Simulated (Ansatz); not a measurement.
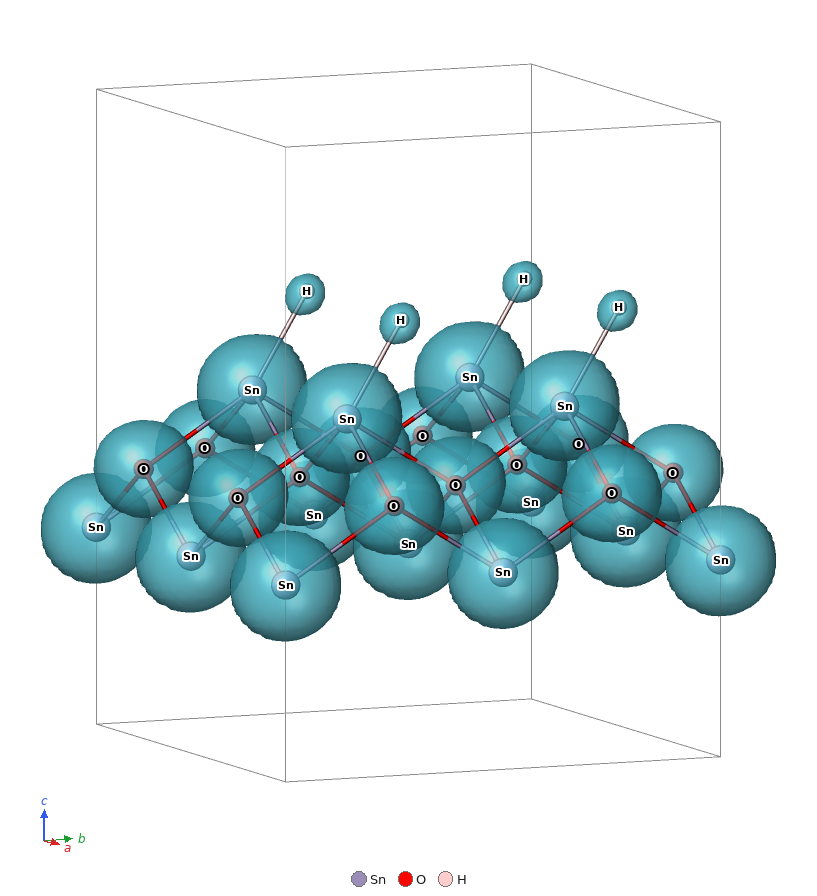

Sn2HO2 (slab). Isosurface of the valence electron density at 0.8 e/Å³ (cyan), seen slightly off an axis. Sticks mark near contacts.

A point of a scan over the structure, not its minimum; not relaxed (largest force 0.7 eV/Å); PAW files of the earlier set (soft_1); the program warned that a starting moment wasn't kept; spin-polarised, but the moments vanished.

These are results of DFT PBE+D3(BJ), scalar-relativistic, plane waves, PAW in Ansatz 0.2.0, not measurements.

Core electrons are frozen (PAW), and the valence fields are smoothed inside the atomic spheres.

**Which contacts does the surface bridge?**

At this value the density breaks into separate islands; it holds about 70 % of the electrons treated as valence (semicore included). It bridges none of the near contacts. It is pinched off along the sampled Sn–H (1.82 Å) and Sn–O (2.25 Å) contacts. On the grid the lowest density along these lines, outside the cores, is 0.6 e/Å³ (Sn–H, 1.82 Å) and 0.44 e/Å³ (Sn–O, 2.25 Å).

**Does the calculation give a band gap?**

It is metallic or semimetallic at this level of theory: no gap opens.
